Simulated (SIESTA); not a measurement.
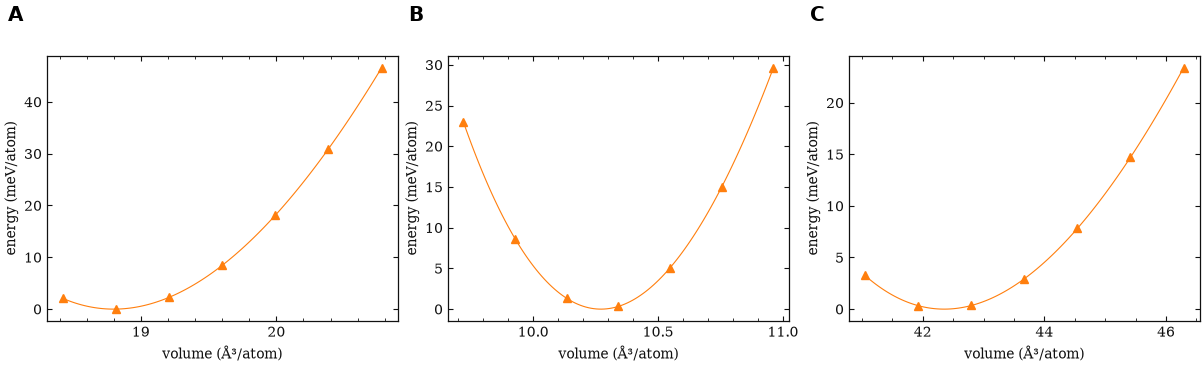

Each panel shows the energy against volume for one of these solids: Cs₂SnI₆, Fm-3m (No. 225); SiC, P6_3mc (No. 186); ZnS, P6_3mc (No. 186).

Computed with SIESTA 5.4.2: DFT in numerical atomic orbitals with pseudopotentials, no spin polarisation; energies at scaled volumes of the given cell, shape and fractions fixed, counted from the fit's minimum, third-order Birch-Murnaghan fit. Level: LDA.

Which panel belongs to which solid?

Answer. A is ZnS (energy from 0.00 meV/atom to 46.54 meV/atom, V0 18.8 Å³/atom, B0 85.5 GPa); B is SiC (energy from 0.33 meV/atom to 29.62 meV/atom, V0 10.27 Å³/atom, B0 228 GPa); C is Cs₂SnI₆ (energy from 0.34 meV/atom to 23.36 meV/atom, V0 42.35 Å³/atom, B0 24.5 GPa).

For Cs₂SnI₆, limits of the calculation: mulliken charges of long orbitals; shape and atomic fractions are frozen while scaling, which makes layered, chain and framework solids too stiff.

For SiC, limits of the calculation: shape and atomic fractions are frozen while scaling, which makes layered, chain and framework solids too stiff.

For ZnS, limits of the calculation: mulliken charges of long orbitals; short basis over semicore shells; valence orbitals made in semicore potential; shape and atomic fractions are frozen while scaling, which makes layered, chain and framework solids too stiff.
